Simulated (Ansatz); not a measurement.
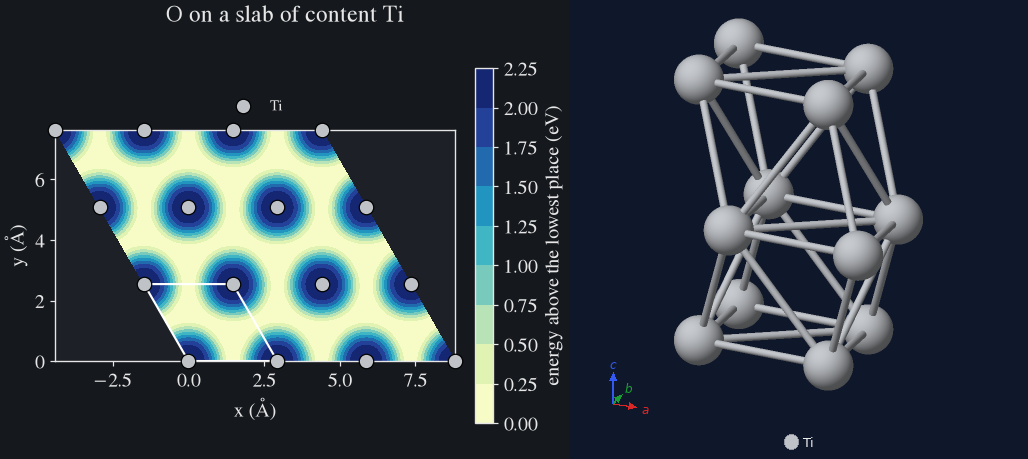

Figure. Energy of the adatom over the surface cell, seen from above for O on a slab of content Ti. The map is interpolated from a 4×4 grid and repeated; circles mark the atoms within 1 Å of the top, the white lines the surface cell, whose origin is the highest atom. The clean slab (repeated in the plane, vacuum cut away) is drawn beside the plot.

The lowest grid place is (0, 0.5) in fractions of the surface cell, with the adatom 1.05 Å high, and (0.5, 0) is as low within 0.02 eV, and (0.5, 0.5) is as low within 0.02 eV; the highest is (0, 0), 2.24 eV above it, at a height of 1.59 Å. The adsorption energy at the lowest place is −7.75 eV, counted from the clean slab and the free adsorbate.

How it was computed, with Ansatz 0.2.0: energy and height of an adatom over a grid of places on the top face of the given rigid slab, only its height relaxed, places count in fractions of the surface's own cell from its highest atom, energies count from the lowest place, plane waves with PAW datasets, Γ-centred k mesh. Level: r2SCAN, no spin polarisation.

```csv
setting,value
wave cutoff,500 eV
k mesh,12×12×1
occupations,Gaussian
smearing width,0.1 eV
boundary,dipole corrected
surface cell,"(1, 1)"
```

The given structure:
```yaml
crystal:
  lattice:
    - [2.93580, 0.00000, 0.00000]
    - [-1.46790, 2.54250, 0.00000]
    - [0.00000, 0.00000, 21.63620]
  atoms:
    - { symbol: Ti, position: [0.33333, 0.66667, 0.39286] }
    - { symbol: Ti, position: [0.66667, 0.33333, 0.49509] }
    - { symbol: Ti, position: [0.33333, 0.66667, 0.59728] }
```

Limits of the calculation: no spin polarisation, a magnetic state may lie lower; xc potential rough in thin density.

Input of one of the runs behind the figure:
```
crystal:
  lattice:
    - [2.9357969426, 0.0, 0.0]
    - [-1.4678984713, 2.5424747326, 0.0]
    - [0.0, 0.0, 23.6361929063]
  atoms:
    - { symbol: Ti, position: [0.3333333333, 0.6666666667, 0.3596179822] }
    - { symbol: Ti, position: [0.6666666667, 0.3333333333, 0.4531964183] }
    - { symbol: Ti, position: [0.3333333333, 0.6666666667, 0.5467425953] }
    - { symbol: O, position: [0.3333333333, 1.1666666667, 0.6195123517] }
basis:
  ecutwfc: 500
kpoints:
  mp_grid: { grid: [12, 12, 1] }
hamiltonian:
  xc: r2scan
scf:
  occupations: { method: gaussian, width: 0.1 }
output:
  forces: true
  eigenvalues: true
relax:
  adjacent_minimum: "off"
  f_tol: 0.02
  max_steps: 25
  constraints: [{ sites: [0, 1, 2] }, { site: 3, fix: xy }]
efield:
  axis: 3
  dipole_correction: true
  ramp_width: 0.04
```

Command:
```bash
ansatz run input.yaml --threads 2 --pin off --max-ram 5120MiB --backend cpu --events-out ev --progress --plain --runs-dir out
```
